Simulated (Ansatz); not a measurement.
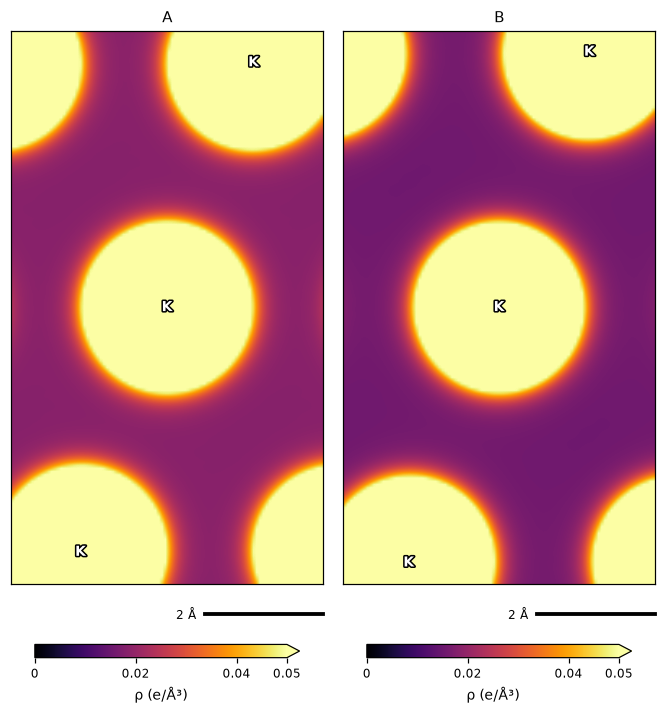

K. The valence charge density (pseudo) of two cells that differ in size, on the (101̄) plane of each (indices in the axes of the calculation cell), at one length scale and on one colour scale: B has 73.7 Å³ an atom and A 64.8.

Theory: Ansatz, DFT PBE, scalar-relativistic, plane waves, PAW.

The density is the valence pseudo-density of a PAW calculation; it isn't the true density close to the nuclei.

The larger cell:

```
K
1.0
    -2.64093    2.64093    2.64093
     2.64093   -2.64093    2.64093
     2.64093    2.64093   -2.64093
K
1
Cartesian
  0.0000 0.0000 0.0000
```

The smaller cell: a = 4.383 Å, b = 4.383 Å, c = 4.383 Å, α = 109.47°, β = 109.47°, γ = 109.47°.

Question: What does the compression do to the bonding and the properties?

Answer: From the larger cell to the smaller, K–K goes from 4.57 to 4.38 Å, and the density at its midpoint from 0.02 to 0.02 e/Å³; the pressure goes from 0.0 to 0.6 GPa.
